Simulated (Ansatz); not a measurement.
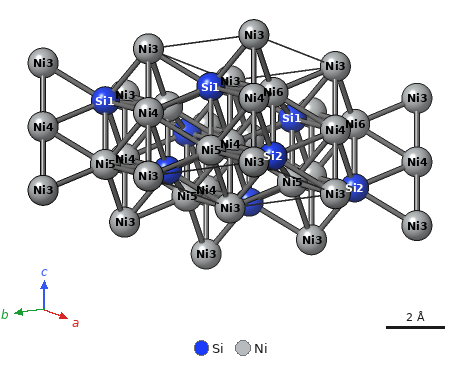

This is crystalline SiNi$_{2}$ (set up in P6_3/mmc). Style: ball-and-stick. Shown: the cell of the calculation, repeated 2 × 2 × 1 with one cell outlined, from a free direction.

The calculation used DFT r2SCAN, scalar-relativistic, plane waves, PAW (Ansatz). Settings: plane-wave cutoff 500 eV; k-point mesh 12 × 12 × 8; occupations gaussian; smearing width 0.1 eV; no spin polarisation.

Change: The volume is changed by −3.0 %. The cell's shape and the atoms are relaxed at that volume.

The input:
```yaml
crystal:
  lattice:
    - [3.8304565004, 0.0, 0.0]
    - [-1.9152282502, 3.3172726375, 0.0]
    - [0.0, 0.0, 4.8770421212]
  atoms:
    - { symbol: Si, position: [0.3333333333, 0.6666666667, 0.75] }
    - { symbol: Si, position: [0.6666666667, 0.3333333333, 0.25] }
    - { symbol: Ni, position: [0.0, 0.0, 0.0] }
    - { symbol: Ni, position: [0.0, 0.0, 0.5] }
    - { symbol: Ni, position: [0.3333333333, 0.6666666667, 0.25] }
    - { symbol: Ni, position: [0.6666666667, 0.3333333333, 0.75] }
basis:
  ecutwfc: 500
kpoints:
  mp_grid: { grid: [12, 12, 8] }
hamiltonian:
  xc: r2scan
scf:
  occupations: { method: gaussian, width: 0.1 }
output:
  forces: true
  stress: true
  eigenvalues: true
relax:
  adjacent_minimum: "off"
  f_tol: 0.01
  max_steps: 30
  cell: { stress_tol: 0.1, fix: [volume] }
```

Command:
```bash
ansatz run input.yaml --threads 2 --pin off --max-ram 5120MiB --backend cpu --events-out ev --progress --plain --runs-dir out
```

**Predict the response.**

The energy rises by 7.1 meV per atom. Pressure: 0.0 GPa before, 7.4 GPa after. The drawn cell changes as follows: a = b 3.870 → 3.836 Å (−0.9 %), c 4.927 → 4.864 Å (−1.3 %); the volume changes by −3.0 %. The atoms keep their places relative to the cell (all moves are under 0.005 Å). Among the bonded contacts that change: Ni–Ni 2.463 → 2.432 Å, Ni–Si 2.463 → 2.432 Å, Ni–Si 2.551 → 2.526 Å, Ni–Ni 2.551 → 2.526 Å. The space group stays P6_3/mmc (No. 194).
